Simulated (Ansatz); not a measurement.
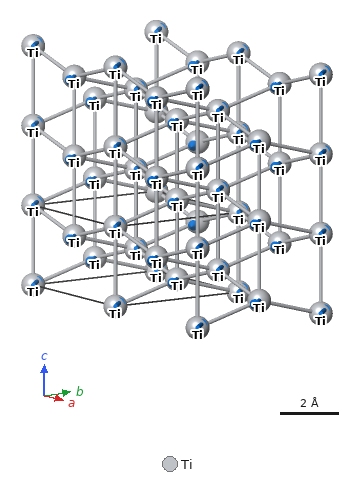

A relaxation of crystalline Ti (a generated structure, set up in I4_1/amd). The starting structure is drawn; blue arrows show the displacements (the part carried along by the change of the cell is left out), 5 times their true length.

A ball-and-stick model of the conventional cell (2 times the calculation's cell), repeated 2 × 1 × 3 with one cell outlined, seen from a free direction. Lengths and directions refer to the drawn axes.

Phase: beta-Sn type.

Computed with DFT, PBE, plane waves (420 eV) with PAW, scalar-relativistic (Ansatz 0.2.0). (plane-wave cutoff 420 eV; k-point mesh 13 × 13 × 9; occupations fermi dirac; smearing width 0.05 eV; collinear spin; cell and atoms relaxed; force threshold 0.01 eV/Å; at most 60 steps)

> What did the optimiser do to the structure, and how much energy did it gain?

Over 21 accepted moves (25 points after the start) the energy falls by 450 meV per atom. The pressure goes from −4.81 to 0.01 GPa. The line search rejected the trial step at point 12 of the run. The SCF was repeated 3 times at an unchanged geometry on a basis and grid sized afresh for the cell, which shifted the energy by 59.1 meV per atom at most. The largest moves relative to the cell, 0.21 Å, are those of Ti atoms. The volume changes by −6.2 %, with a = b 5.140 → 5.505 Å (+7.1 %), c 2.807 → 2.937 Å (+4.7 %), α 90.0° → 74.5°, β 90.0° → 74.5°, γ 90.0° → 55.1°. Among the contacts that change: Ti–Ti 3.896 → 2.937 Å, Ti–Ti 3.322 → 2.881 Å, Ti–Ti 2.664 → 2.880 Å, Ti–Ti 2.807 → 2.937 Å. New bonds form: Ti–Ti (3.90 → 2.94 Å). Bond angles that change, for instance: Ti–Ti–Ti 94.0° → 145.7°, Ti–Ti–Ti 94.0° → 61.3°, Ti–Ti–Ti 105.3° → 120.6°. The space group (tolerance 0.01 Å) goes from I4_1/amd (No. 141) to P6_3/mmc (No. 194). The program noted that the starting moments weren't kept. The run took of the order of 20 core-minutes on a shared host.
